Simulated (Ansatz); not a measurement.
## Si₅C: a changed input and its effect

System: Si₅C (P-62m, 6 atoms in the cell).
Method of run A: DFT PBE, scalar-relativistic, plane waves, PAW, spin-polarised (Ansatz 0.2.0).

The structure was made by a generator, so it may or may not be a known phase. Text and figures count atoms from 1; the logs count them from 0 in places.

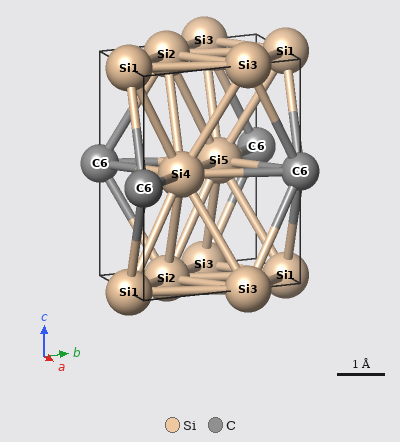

Fig. 1: The input geometry (ball-and-stick view of the cell of the calculation, seen slightly off an axis; atoms are numbered from 1 in the order of the input). An atom can appear more than once, as a periodic image. Near neighbours in the periodic cell (some may lie outside the picture): Si has 2 C at 2.89 Å and 10 Si at 2.64 to 2.89 Å; Si has 3 C at 2.64 Å and 9 Si at 2.64 to 2.89 Å; C has 12 Si at 2.64 to 2.89 Å.

### The input, run A
```yaml
crystal:
  lattice:
    - [4.5735619, 0.0, 0.0]
    - [-2.28678095, 3.96082079, 0.0]
    - [0.0, 0.0, 4.90168288]
  atoms:
    - { symbol: Si, position: [0.66666667, 0.0, 0.0] }
    - { symbol: Si, position: [0.33333333, 0.33333333, 0.0] }
    - { symbol: Si, position: [0.0, 0.66666667, 0.0] }
    - { symbol: Si, position: [0.66666667, 0.33333333, 0.5] }
    - { symbol: Si, position: [0.33333333, 0.66666667, 0.5] }
    - { symbol: C, position: [0.0, 0.0, 0.5], spin: 1.0 }
basis:
  ecutwfc: 420
kpoints:
  mp_grid: { grid: [6, 6, 4] }
hamiltonian:
  xc: pbe
scf:
  occupations: { method: gaussian, width: 0.1 }
  lower_state_search: "off"
output:
  forces: true
  stress: true
  eigenvalues: true
  populations: true
magnetization:
  spin_polarized: true
```

Launched with:
```bash
ansatz run input.yaml --threads 1 --pin off --max-ram 2560MiB --backend cpu --events-out ev --progress --plain --runs-dir out
```

Hardware: 1 thread of Intel Xeon @ 2.50GHz (Skylake/Cascade Lake), 189 GiB of memory available, shared host.

### Output, shortened to warnings, some set-up lines, iterations and results (run A)
```
WARN: the starting moments were not kept: the SCF closed with an absolute magnetisation of 4.9e-6 μB, where they sum to 1 μB in size (1 site). That is at most 0.1 of that sum. Measured as dr2_m measures the in/out step, that magnetisation stands 1.3e-12 eV from none, at or under the dr2_threshold of 1.0e-7 eV: it is no larger than a step whose dr2_m would equal this threshold. The system may hold …
Basis set: ecut = 420 eV, 1739 PW (Γ), exchange–correlation on 64×64×72 points (8 copies of the dense FFT grid, shifted against one another)
Symmetry: 12 space group operations
k-points: 21 of 144 (time reversal used)
Initial density: superposition of atomic densities (chi_scale 0.1, normalization cell, long waves kept (reshape's long-wave potential 0.05 eV rms))
[...]
SCF iter   1: F=—  HF=-3422.989895 eV  |F-HF|=—  |Δ(HF+E_count)|=         —  Δρ=1.79e-2 (↑1.79e-2 ↓1.30e-2)  dr2=7.47e-1  dr2_m=8.15e-2  M=0.448 μB ∫|m|=0.519 μB  β_m=0.30  …
SCF iter   2: F=—  HF=-3422.951849 eV  |F-HF|=—  |Δ(HF+E_count)|=   3.80e-2  Δρ=1.28e-2 (↑1.28e-2 ↓1.11e-2)  dr2=3.54e-1  dr2_m=5.38e-2  M=0.393 μB ∫|m|=0.463 μB  β_m=0.30  …
SCF iter   3: F=—  HF=-3422.902303 eV  |F-HF|=—  |Δ(HF+E_count)|=   4.95e-2  Δρ=8.02e-3 (↑6.50e-3 ↓8.02e-3)  dr2=3.63e-2  dr2_m=3.55e-2  M=0.350 μB ∫|m|=0.411 μB  β_m=0.30  …
SCF iter   4: F=—  HF=-3422.913058 eV  |F-HF|=—  |Δ(HF+E_count)|=   1.08e-2  Δρ=5.97e-3 (↑5.97e-3 ↓5.66e-3)  dr2=3.24e-3  dr2_m=2.71e-2  M=0.300 μB ∫|m|=0.356 μB  β_m=0.30  …
SCF iter   5: F=—  HF=-3422.926050 eV  |F-HF|=—  |Δ(HF+E_count)|=   1.30e-2  Δρ=5.09e-3 (↑5.09e-3 ↓4.92e-3)  dr2=1.35e-3  dr2_m=2.02e-2  M=0.261 μB ∫|m|=0.313 μB  β_m=0.30  …
[... 8 lines ...]
SCF iter  14: F=—  HF=-3422.965229 eV  |F-HF|=—  |Δ(HF+E_count)|=   8.91e-6  Δρ=3.12e-5 (↑3.12e-5 ↓1.71e-5)  dr2=3.21e-7  dr2_m=4.30e-7  M=0.001 μB ∫|m|=0.002 μB  β_m=0.84  …
SCF iter  15: F=-3422.965230 eV  HF=-3422.965230 eV  |F-HF|=5.17e-8  |Δ(HF+E_count)|=   1.08e-6  Δρ=1.03e-5 (↑1.03e-5 ↓4.60e-6)  dr2=2.47e-8  dr2_m=4.11e-8  M=0.000 μB …
SCF iter  16: F=-3422.965230 eV  HF=-3422.965230 eV  |F-HF|=7.84e-10  |Δ(HF+E_count)|=   1.14e-7  Δρ=6.42e-7 (↑6.28e-7 ↓6.42e-7)  dr2=6.64e-11  dr2_m=2.95e-10  M=-0.000 μB …
SCF iter  17: F=-3422.965230 eV  HF=-3422.965230 eV  |F-HF|=7.28e-12  |Δ(HF+E_count)|=   1.10e-9  Δρ=6.83e-8 (↑6.83e-8 ↓6.54e-8)  dr2=1.46e-12  dr2_m=3.34e-12  M=-0.000 μB …
SCF 1 converged in 17 iterations: F = -3422.965230 eV  dr2 = 1.46e-12
SCF converged after 17 iterations
Magnetization: -0.0000 μB (12.0000 up, 12.0000 down)
Absolute magnetization: 0.0000 μB (∫|ρ↑−ρ↓|, with the PAW one-centre terms)
Spin contamination: 0.0000 ħ² per cell (⟨S²⟩ above its minimum at these occupations)
Per-site moments (μB) at R_I (Å): [(-4.5544137156618187e-7, 1.0892257065200786), (-4.5544137155083416e-7, 1.0892257065200788), (-4.554413715245119e-7, 1.0892257065200786), (-3.1741486421101904e-7, 1.0892257174123359), (-3.1741486416445324e-7, 1.0892257174123356), (-8.245872392005953e-7, …
Free energy (F): -3422.965230 eV
Harris-Foulkes:  -3422.965230 eV  (|F-HF|=7.28e-12)
Internal energy: -3422.946164 eV  (E = F + TS)
E sigma→0 (E₀):  -3422.955697 eV
Entropy (-TS):   -0.019067 eV (-3.178 meV/atom)
Fermi energy:    9.047613 eV
--- Per-component energies (eV) ---
  E_band       = 86.451207
  E_kinetic    = 271.875845
  E_local      = -81.521321  (includes V_loc(G=0)·N_el)
  E_nonlocal   = 153.798554
  E_hartree    = 22.464756
  E_xc         = -321.284827
  E_vxc        = -289.546559  (∫ρ·V_xc dr)
  E_paw        = -2657.311960  (= ΣΔE_a)
  E_vpaw       = -13.084855  (= ΣTr[D̂ρ^β])
  E_aug_tail   = 0.000036  (compensation charges beyond the density's cutoff)
  E_ewald      = -810.967247
  E_smearing   = -0.019067  (= −TS)
  E_closure    = 0.000000  (closes the sum)
  Σ components = -3422.965230   (vs F -3422.965230, Δ=0.00e0)
--- Forces (eV/Å), atoms counted from 1 ---
  atom   1  Si     0.10066124     0.00000000     0.00000000
  atom   2  Si    -0.05033062    -0.08717519     0.00000000
  atom   3  Si    -0.05033062     0.08717519     0.00000000
  atom   4  Si    -0.00000000     0.00000000     0.00000000
  atom   5  Si     0.00000000    -0.00000000     0.00000000
  atom   6  C     -0.00000000     0.00000000     0.00000000
  max |Σ_I F_I| component: 1.41e-16 eV/Å
--- Stress (GPa, compression-positive) ---
       -9.595977      -0.000000       0.000000
        0.000000      -9.595977       0.000000
        0.000000       0.000000     -10.076370
  P = ⅓ Tr σ = -9.7561 GPa (-97.561 kbar)
--- Löwdin populations: 6 sites ---
  site symbol       q [e]    m [muB]
     0     Si      3.8114    -0.0000
     1     Si      3.8114    -0.0000
     2     Si      3.8114    -0.0000
     3     Si      3.7837    -0.0000
     4     Si      3.7837    -0.0000
     5      C      4.5391    -0.0000
  spilling = 0.019143 (of n_electrons = 24.000000)
```

The input of run B differs as follows (lines with − go, lines with + come):
```diff
-    - [4.5735619, 0.0, 0.0]
-    - [-2.28678095, 3.96082079, 0.0]
-    - [0.0, 0.0, 4.90168288]
+    - [4.5279140894, 0.0, 0.0]
+    - [-2.2639570447, 3.9212886276, 0.0]
+    - [0.0, 0.0, 4.3342855996]
-    - { symbol: Si, position: [0.66666667, 0.0, 0.0] }
-    - { symbol: Si, position: [0.33333333, 0.33333333, 0.0] }
-    - { symbol: Si, position: [0.0, 0.66666667, 0.0] }
-    - { symbol: Si, position: [0.66666667, 0.33333333, 0.5] }
-    - { symbol: Si, position: [0.33333333, 0.66666667, 0.5] }
+    - { symbol: Si, position: [0.6768437647, 0.0, 0.0] }
+    - { symbol: Si, position: [0.3231562353, 0.3231562353, 0.0] }
+    - { symbol: Si, position: [0.0, 0.6768437647, 0.0] }
+    - { symbol: Si, position: [0.6666666667, 0.3333333333, 0.5] }
+    - { symbol: Si, position: [0.3333333333, 0.6666666667, 0.5] }
```

Predict how the results change.

With the same functional and potentials, run B lies 87.2 meV per atom lower. The pressure goes from −9.76 to −0.05 GPa. The largest force goes from 0.101 to 0.001 eV/Å. The volume per atom goes from 14.80 to 12.83 Å³. The SCF takes 15 iterations against 17. The plane waves at Γ go from 1739 to 1509.

### Output, shortened to warnings, some set-up lines, iterations and results (run B)
```
WARN: the starting moments were not kept: the SCF closed with an absolute magnetisation of 7.8e-6 μB, where they sum to 1 μB in size (1 site). That is at most 0.1 of that sum. Measured as dr2_m measures the in/out step, that magnetisation stands 8.1e-12 eV from none, at or under the dr2_threshold of 1.0e-7 eV: it is no larger than a step whose dr2_m would equal this threshold. The system may hold …
Basis set: ecut = 420 eV, 1509 PW (Γ), exchange–correlation on 64×64×60 points (8 copies of the dense FFT grid, shifted against one another)
Symmetry: 12 space group operations
k-points: 21 of 144 (time reversal used)
Initial density: superposition of atomic densities (chi_scale 0.1, normalization cell, long waves kept (reshape's long-wave potential 0.02 eV rms))
[...]
SCF iter   1: F=—  HF=-3423.460217 eV  |F-HF|=—  |Δ(HF+E_count)|=         —  Δρ=2.03e-2 (↑2.03e-2 ↓1.48e-2)  dr2=5.85e-1  dr2_m=1.04e-1  M=0.340 μB ∫|m|=0.442 μB  β_m=0.30  …
SCF iter   2: F=—  HF=-3423.449191 eV  |F-HF|=—  |Δ(HF+E_count)|=   1.10e-2  Δρ=1.49e-2 (↑1.49e-2 ↓1.29e-2)  dr2=2.90e-1  dr2_m=7.13e-2  M=0.257 μB ∫|m|=0.385 μB  β_m=0.30  …
SCF iter   3: F=—  HF=-3423.417868 eV  |F-HF|=—  |Δ(HF+E_count)|=   3.13e-2  Δρ=1.01e-2 (↑7.89e-3 ↓1.01e-2)  dr2=3.60e-2  dr2_m=4.95e-2  M=0.185 μB ∫|m|=0.335 μB  β_m=0.30  …
SCF iter   4: F=—  HF=-3423.433574 eV  |F-HF|=—  |Δ(HF+E_count)|=   1.57e-2  Δρ=7.18e-3 (↑7.18e-3 ↓7.14e-3)  dr2=9.43e-4  dr2_m=3.60e-2  M=0.139 μB ∫|m|=0.282 μB  β_m=0.30  …
SCF iter   5: F=—  HF=-3423.450592 eV  |F-HF|=—  |Δ(HF+E_count)|=   1.70e-2  Δρ=6.01e-3 (↑6.01e-3 ↓5.99e-3)  dr2=4.89e-4  dr2_m=2.53e-2  M=0.108 μB ∫|m|=0.240 μB  β_m=0.30  …
[... 6 lines ...]
SCF iter  12: F=—  HF=-3423.488283 eV  |F-HF|=—  |Δ(HF+E_count)|=   2.98e-6  Δρ=2.65e-5 (↑1.55e-5 ↓2.65e-5)  dr2=1.97e-6  dr2_m=6.81e-8  M=0.000 μB ∫|m|=0.001 μB  β_m=0.73  …
SCF iter  13: F=-3423.488283 eV  HF=-3423.488283 eV  |F-HF|=4.44e-8  |Δ(HF+E_count)|=   2.16e-7  Δρ=6.13e-6 (↑6.04e-6 ↓6.13e-6)  dr2=3.29e-9  dr2_m=2.57e-8  M=0.000 μB …
SCF iter  14: F=-3423.488283 eV  HF=-3423.488283 eV  |F-HF|=2.74e-9  |Δ(HF+E_count)|=   6.72e-8  Δρ=1.58e-6 (↑1.58e-6 ↓1.58e-6)  dr2=4.12e-10  dr2_m=1.72e-9  M=0.000 μB …
SCF iter  15: F=-3423.488283 eV  HF=-3423.488283 eV  |F-HF|=3.68e-11  |Δ(HF+E_count)|=   4.41e-9  Δρ=1.93e-7 (↑1.93e-7 ↓1.62e-7)  dr2=3.18e-12  dr2_m=2.15e-11  M=0.000 μB …
SCF 1 converged in 15 iterations: F = -3423.488283 eV  dr2 = 3.18e-12
SCF converged after 15 iterations
Magnetization: 0.0000 μB (12.0000 up, 12.0000 down)
Absolute magnetization: 0.0000 μB (∫|ρ↑−ρ↓|, with the PAW one-centre terms)
Spin contamination: 0.0000 ħ² per cell (⟨S²⟩ above its minimum at these occupations)
Per-site moments (μB) at R_I (Å): [(5.723374934152556e-7, 1.0454308180929526), (5.723374933959997e-7, 1.0454308180929526), (5.723374933891002e-7, 1.0454308180929526), (9.982541153221142e-8, 1.078354372586409), (9.982541153949724e-8, 1.078354372586409), (-2.4352850419320387e-6, 1.078354372586409)]
Free energy (F): -3423.488283 eV
Harris-Foulkes:  -3423.488283 eV  (|F-HF|=3.68e-11)
Internal energy: -3423.480554 eV  (E = F + TS)
E sigma→0 (E₀):  -3423.484418 eV
Entropy (-TS):   -0.007729 eV (-1.288 meV/atom)
Fermi energy:    11.058613 eV
--- Per-component energies (eV) ---
  E_band       = 122.118967
  E_kinetic    = 287.642490
  E_local      = -46.126809  (includes V_loc(G=0)·N_el)
  E_nonlocal   = 154.212771
  E_hartree    = 19.308449
  E_xc         = -327.580822
  E_vxc        = -298.036306  (∫ρ·V_xc dr)
  E_paw        = -2658.458935  (= ΣΔE_a)
  E_vpaw       = -14.190107  (= ΣTr[D̂ρ^β])
  E_aug_tail   = 0.000038  (compensation charges beyond the density's cutoff)
  E_ewald      = -852.477735
  E_smearing   = -0.007729  (= −TS)
  E_closure    = -0.000000  (closes the sum)
  Σ components = -3423.488283   (vs F -3423.488283, Δ=0.00e0)
--- Forces (eV/Å), atoms counted from 1 ---
  atom   1  Si    -0.00114746    -0.00000000     0.00000000
  atom   2  Si     0.00057373     0.00099373     0.00000000
  atom   3  Si     0.00057373    -0.00099373     0.00000000
  atom   4  Si    -0.00000000     0.00000000     0.00000000
  atom   5  Si    -0.00000000    -0.00000000     0.00000000
  atom   6  C      0.00000000     0.00000000     0.00000000
  max |Σ_I F_I| component: 1.99e-16 eV/Å
--- Stress (GPa, compression-positive) ---
       -0.061921      -0.000000       0.000000
        0.000000      -0.061921       0.000000
        0.000000       0.000000      -0.025491
  P = ⅓ Tr σ = -0.0498 GPa (-0.498 kbar)
--- Löwdin populations: 6 sites ---
  site symbol       q [e]    m [muB]
     0     Si      3.7664     0.0000
     1     Si      3.7664     0.0000
     2     Si      3.7664     0.0000
     3     Si      3.7860     0.0000
     4     Si      3.7860     0.0000
     5      C      4.5916    -0.0000
  spilling = 0.022390 (of n_electrons = 24.000000)
```

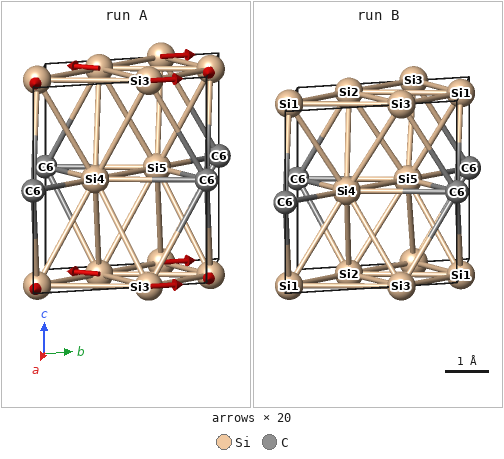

Fig. 2: The two input geometries at one scale (ball-and-stick view of the cell of the calculation, seen at an oblique angle). The red arrows on the first give the shifts of the atoms relative to the cell, magnified 20 times. The largest moves relative to the cell, 0.046 Å, are those of Si1, Si2 and Si3. C stays in place. The drawn cell changes as follows: a = b 4.574 → 4.528 Å (−1.0 %), c 4.902 → 4.334 Å (−11.6 %); the volume changes by −13.3 %. Among the contacts that change: Si1–C6 2.886 → 2.615 Å, Si1–Si4 2.886 → 2.654 Å, Si1–Si2 2.641 → 2.534 Å, Si4–C6 2.641 → 2.614 Å.

### The two runs side by side

```tsv
quantity	run A	run B
outcome	converged	converged
free energy per atom (eV)	−570.4942	−570.5814
energy per atom, smearing taken to zero (eV)	−570.4926	−570.5807
gap on the mesh (eV)	0.00	0.00
net moment of the cell (μB)	0.00	0.00
absolute moment of the cell (μB)	0.00	0.00
pressure (GPa)	−9.76	−0.05
volume per atom (Å³)	14.80	12.83
largest force (eV/Å)	0.101	0.001
SCF iterations	17	15
irreducible k-points	21	21
plane waves at Γ	1739	1509
wall time (shared host)	25 s	20 s
```

For both runs: Warnings: some starting moments were not kept. For run A: The cell is under a tension of 9.8 GPa at this level, so it is not at its equilibrium volume.
